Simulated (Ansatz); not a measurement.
```
Gd O
1.0
     0.00000    2.70000    2.70000
     2.70000    0.00000    2.70000
     2.70000    2.70000    0.00000
Gd O
1 1
Cartesian
  0.0000 0.0000 0.0000
  4.0500 4.0500 4.0500
```

Space group F-43m; computed pressure about −5 GPa in this cell.

These are results of Kohn-Sham DFT of a periodic cell, PBEsol, spin-orbit coupling, Ansatz PAW (Ansatz 0.2.0), not measurements.

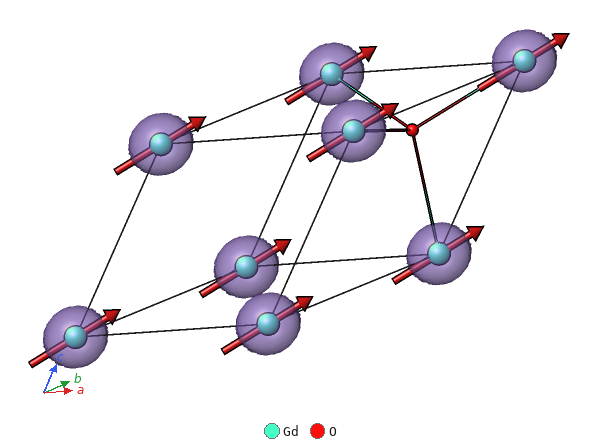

GdO. Isosurface of the size of the magnetisation density at 3 e/Å³ (purple), with the spin moments of the magnetic sites as arrows; seen at an oblique angle.

In a PAW calculation such maps are meaningful between the atoms, not at the nuclei.

**How are the spin moments arranged, and how large are they?**

Spin moments: Gd 6.7 μB. There is one magnetic site in the cell, along [1 1 1] of the cell.
